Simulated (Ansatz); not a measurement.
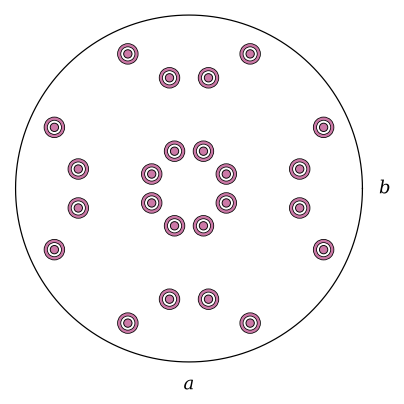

Stereographic projection: filled dots lie in the upper hemisphere, open rings in the lower. The c axis points at the viewer. The poles are all faces of one general form. Computed from the symmetry operations of a computed or model structure of composition SiO2, which need not be its known form.

**Identify the point group and its elements.**

m-3m (Oh), order 48, cubic system: three fourfold axes, four threefold axes, six twofold axes, nine mirror planes, an inversion centre.

**Which physical properties does it allow?**

It is centrosymmetric, so neither piezoelectric nor pyroelectric; it is not chiral.
